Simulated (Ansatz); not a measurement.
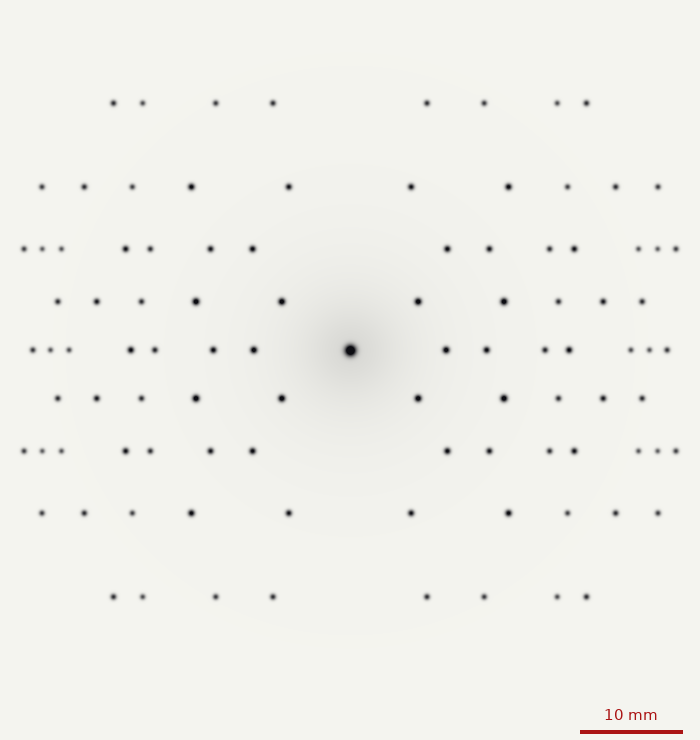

Simulated X-ray rotation photograph: Mo Kα radiation (λ = 0.7107 Å), cylindrical film of radius 30.0 mm unrolled, rotation axis vertical and normal to the beam, kinematic intensities without Lorentz or polarisation factors, the film spanning ±63° about the beam; spots down to d = 0.68 Å.

Q: What lattice repeat along the rotation axis do the layer lines give?

A: The first layer line lies 4.8 mm from the equator, so tan ν = 0.159, sin ν = 0.157 and the period is λ/sin ν = 4.51 Å. Further lines follow at 10.0, 16.1, 24.3 mm.

The crystal is Hg, space group Fm-3m (No. 225), a = 4.514 Å. Structure: the input geometry of an electronic-structure calculation (not necessarily at equilibrium); the starting structure was generated, so it need not be a known form of this composition.

Q: About which axis was it rotated?

A: About [001] (or an equivalent direction), whose length in the conventional cell is 4.514 Å.
